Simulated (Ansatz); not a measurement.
# K₃TaO₃: what the fields show

```
CELL_PARAMETERS angstrom
9.38060 0.00000 0.00000
0.00000 11.57408 0.00000
0.00000 0.00000 5.93283
ATOMIC_POSITIONS crystal
K 0.00000 0.60557 0.75000
K 0.50000 0.10557 0.75000
K 0.29482 0.39209 0.75000
K 0.79482 0.89209 0.75000
K 0.20518 0.89209 0.75000
K 0.70518 0.39209 0.75000
K 0.00000 0.39443 0.25000
K 0.50000 0.89443 0.25000
K 0.29482 0.60791 0.25000
K 0.79482 0.10791 0.25000
K 0.20518 0.10791 0.25000
K 0.70518 0.60791 0.25000
Ta 0.00000 0.20114 0.75000
Ta 0.50000 0.70114 0.75000
Ta 0.00000 0.79886 0.25000
Ta 0.50000 0.29886 0.25000
O 0.17505 0.12482 0.75000
O 0.67505 0.62482 0.75000
O 0.32495 0.62482 0.75000
O 0.82495 0.12482 0.75000
O 0.00000 0.36328 0.75000
O 0.50000 0.86328 0.75000
O 0.17505 0.87518 0.25000
O 0.67505 0.37518 0.25000
O 0.32495 0.37518 0.25000
O 0.82495 0.87518 0.25000
O 0.00000 0.63672 0.25000
O 0.50000 0.13672 0.25000
```

Space group Cmcm; a generated structure, not necessarily the stable one.

These are results of Ansatz 0.2.0, DFT PBE, scalar-relativistic, plane waves, PAW, not measurements.

In a PAW calculation such maps are meaningful between the atoms, not at the nuclei.

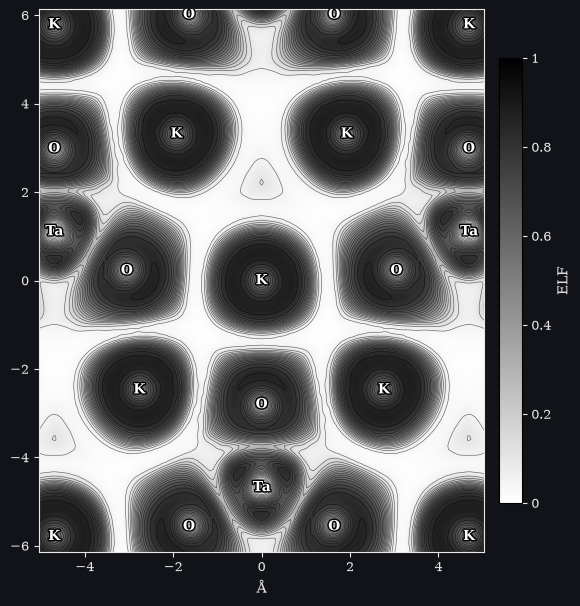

Figure 1. ELF on the (001) plane of the conventional cell.

Question: What do the fields say about this system?

Answer:
- Atoms in the plane: K, Ta and O.
- Ta–O (1.86 Å): the ELF peaks at about 0.80 in the valence shell of O, 0.6 Å from its nucleus, and drops to about 0.30 between the two atoms: no localised pair shows between them.
- K–O (2.71 Å): the ELF is about 0.05 at the midpoint: an ionic contact with no shared pair.
- K–O (2.79 Å): the ELF is about 0.05 at the midpoint: an ionic contact with no shared pair.
- K–O (3.06 Å): the ELF is about 0 at the midpoint; an ionic contact with no shared pair.
- The features right at K and Ta lie inside the PAW spheres, where the map follows smoothed inner orbitals and isn't to be read closely.

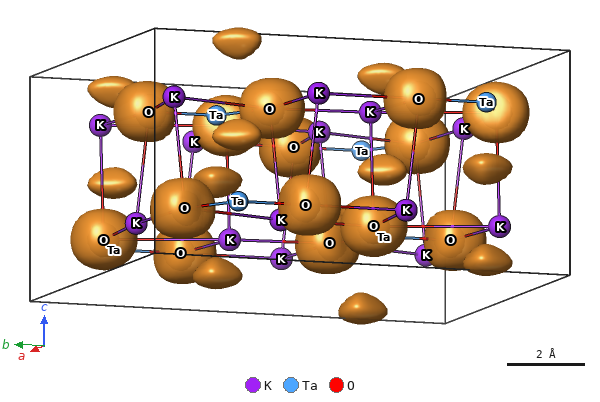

Figure 2. Isosurface of the electron localisation function at 0.75 (orange), seen at an oblique angle. Core shells and regions of very low density are left out. Sticks mark near contacts.

Question: Where are the electrons localised?

Answer: At this value the surface marks out twelve regions wrapped around O (the valence shell of each) and eight pockets between the atoms, centred on no nucleus (multi-centre or interstitial), counted in one cell of 28 atoms. Regions shared between cells count once.

Question: Does the calculation give a band gap?

Answer: It is gapped, with a Kohn–Sham gap of 1.8 eV on the k-point mesh (the band edges may lie off the mesh, which would make the gap smaller).
